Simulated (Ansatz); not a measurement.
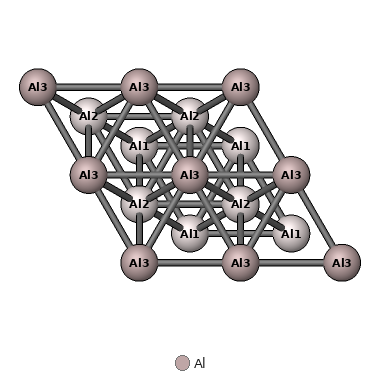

The system is O on an Al(111) slab cut from the Fm-3m phase, its upper half relaxed before the scan (3 atoms of substrate and one adsorbate in a 1 × 1 cell); the picture shows it without the atoms that are moved over the map. O is moved over the surface cell; relaxed at each place: the height of the adsorbate's atoms; substrate rigid; the origin of the map has the adsorbate above Al3. Places are given modulo a cell vector. The map is drawn in real space over the plane of the surface. Grid: 6 × 6 points; 10 points were computed and 26 follow by symmetry. All energies are given in eV relative to the lowest grid point. With one adsorbate in each 1 × 1 cell, its nearest image is 2.9 Å away, so neighbouring adsorbates interact. Theory: DFT PBE, scalar-relativistic, plane waves, PAW (Ansatz). Settings: cutoff 420 eV, k-mesh 9×9×1, gaussian smearing 0.1 eV, no spin polarisation.

Range: position of O4 along the first surface vector from 0.000 to 0.833; position of O4 along the second surface vector from 0.000 to 0.833.

Question: Predict the map.

Answer: The lowest grid point is at a threefold hollow over a third-layer Al atom, (4/6, 2/6) of the cell vectors. A higher local minimum lies near a threefold hollow over a second-layer Al atom, (2/6, 4/6) of the cell vectors (0.17 eV above the lowest at that grid point). The highest grid point, the top site over a surface Al atom, (0/6, 0/6) of the cell vectors, lies 4.53 eV above the lowest. On the interpolated surface the easiest way out of the lowest well to the well at a threefold hollow over a second-layer Al atom, (2/6, 4/6) of the cell vectors passes a barrier of about 1.1 eV. At the lowest point the adsorbate has 3 Al at 1.80 Å as nearest neighbours, at the highest 1 Al at 1.68 Å. Its relaxed height above the top atom is 0.73 Å at the lowest and 1.68 Å at the highest point.

```
second ↓, first →   0/6   1/6   2/6   3/6   4/6   5/6
              5/6  4.29  3.59  1.47  1.47  3.59  4.29
              4/6  3.09  1.47  0.17  1.47  3.09  3.56
              3/6  1.07  1.47  1.47  1.07  1.39  1.39
              2/6  3.09  3.59  3.09  1.39  0.00  1.39
              1/6  4.29  4.29  3.56  1.39  1.39  3.56
              0/6  4.53  4.29  3.09  1.07  3.09  4.29
```

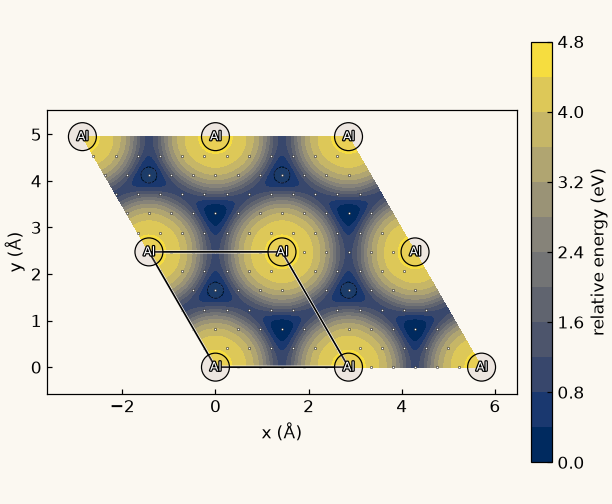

The picture shows filled contours, dots at the grid points, labelled circles for the atoms of the top layer and small ones for the second layer, the outline of one cell of the 2 × 2 shown. Between grid points the surface is interpolated.

Time for the 10 points that were run: 3.9 min on 1 thread of Arm Neoverse V2, with other jobs on the host.
